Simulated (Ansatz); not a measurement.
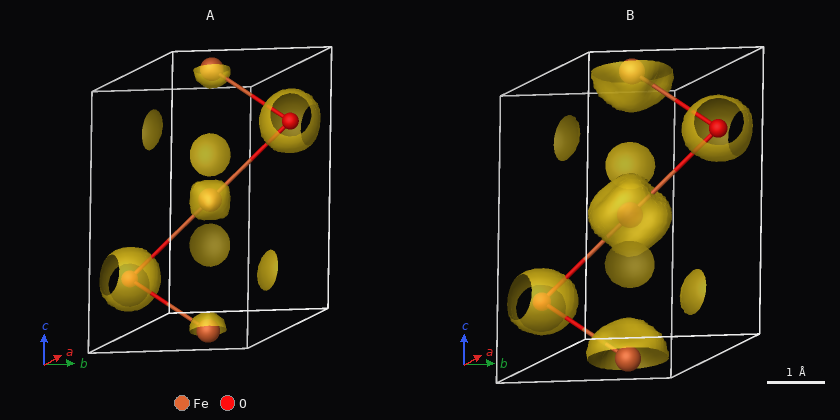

FeO: densities of the states in two energy windows, as isosurfaces (each at a level of its own) in the conventional cell.

Space group P-1; the calculation finds a residual pressure of about −13 GPa at this fixed cell; spin-polarised. It comes out metallic at this level (no Hubbard term), which in such compounds can be an artefact. Net moment 0.1 μB in the 4-atom cell of the calculation; other magnetic orders weren't tried. So large a residual pressure suggests that the database cell is idealised or belongs to other conditions. The cell comes from a database of computed structures, not from a measurement.

All numbers below come from DFT PBE, scalar-relativistic, plane waves, PAW in Ansatz 0.2.0.

Core electrons are frozen (PAW), so the fields are smoothed inside the atomic spheres.

**The windows, about the Fermi level, are −7.9 to −5.3 eV and −5.3 to −2.6 eV. Which panel shows which?**

Panel A: −7.9 to −5.3 eV, the lower third of the occupied valence band, mainly O 2p (65 %) and Fe 3d (25 %).
Panel B: −5.3 to −2.6 eV, the middle third of the occupied valence band, mainly Fe 3d (60 %) and O 2p (40 %).
The characters are Löwdin shares on a minimal set of atomic orbitals.
